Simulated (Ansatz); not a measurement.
Al

```
CELL_PARAMETERS angstrom
1.98431 -1.98431 0.00000
2.06530 2.06530 0.00000
0.00000 0.00000 4.04961
ATOMIC_POSITIONS crystal
Al 0.00000 0.00000 0.00000
Al 0.50000 0.50000 0.50000
```

Space group Immm.

All numbers below come from Kohn-Sham DFT of a periodic cell, PBE, Ansatz PAW (Ansatz 0.2.0).

The density is the valence pseudo-density of a PAW calculation; it isn't the true density close to the nuclei.

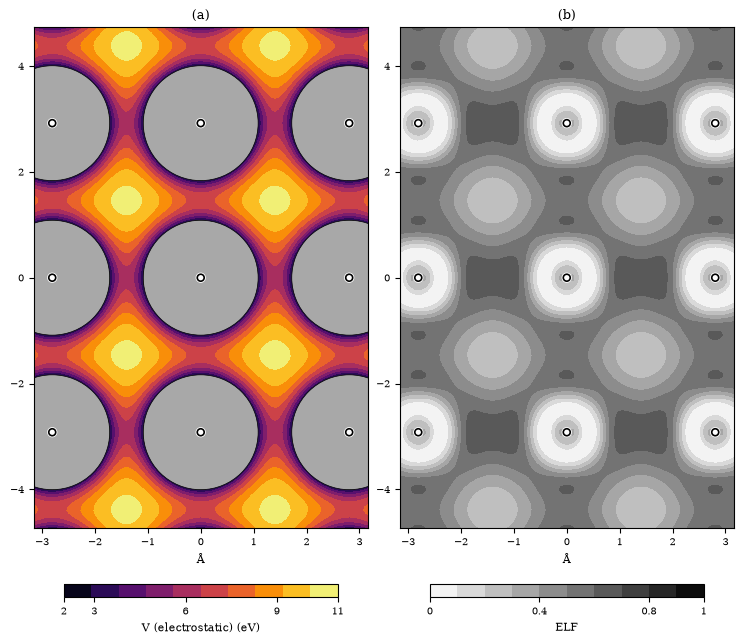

Figure 1. (a) electrostatic potential energy of an electron; (b) electron localisation function on the (001) plane of the conventional cell. Circles mark the nuclei in the plane (Al). Grey discs cover the atomic cores in the potential map.

**What does the map show?**

The section cuts through Al sites. Al–Al (2.81 Å): the ELF peaks at about 0.65 between the atoms. Al–Al (2.92 Å): the ELF peaks at about 0.60 between the atoms. Outside the cores the potential energy rises away from the atoms and is highest about 2.0 Å from the nearest atoms; its zero is arbitrary.

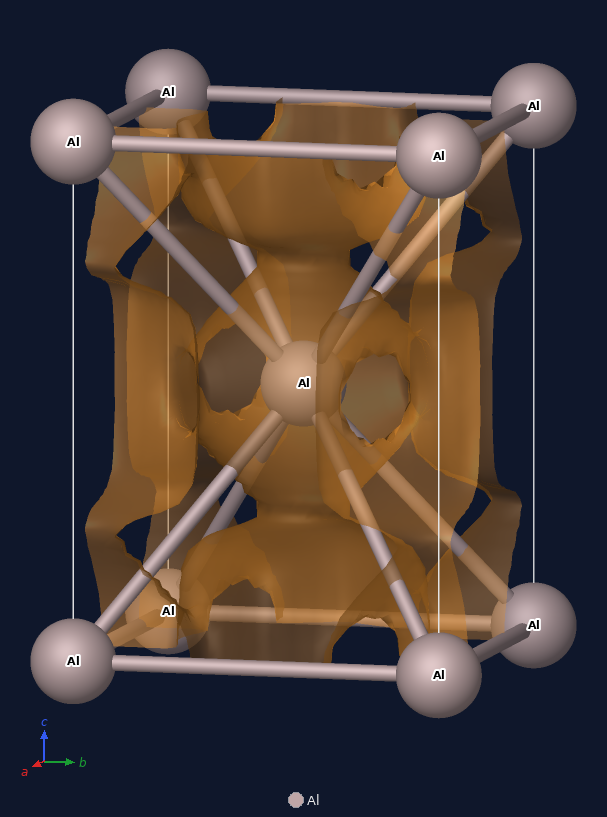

Figure 2. Isosurface of the electron localisation function at 0.55 (orange), seen slightly off an axis. Core shells and regions of very low density are left out. Sticks mark near contacts.

**Identify the bonds, lone pairs and shells in this picture.**

The surface consists of one network that runs through the whole crystal, counted in one cell of 2 atoms. Regions shared between cells count once. There are no localised bonds or lone pairs at this value.


 Al–Al (2.86 Å): the ELF peaks at about 0.65 between the atoms.

**Does the calculation make it a metal, or give it a gap?**

It is gapless in this calculation (a metal or semimetal).
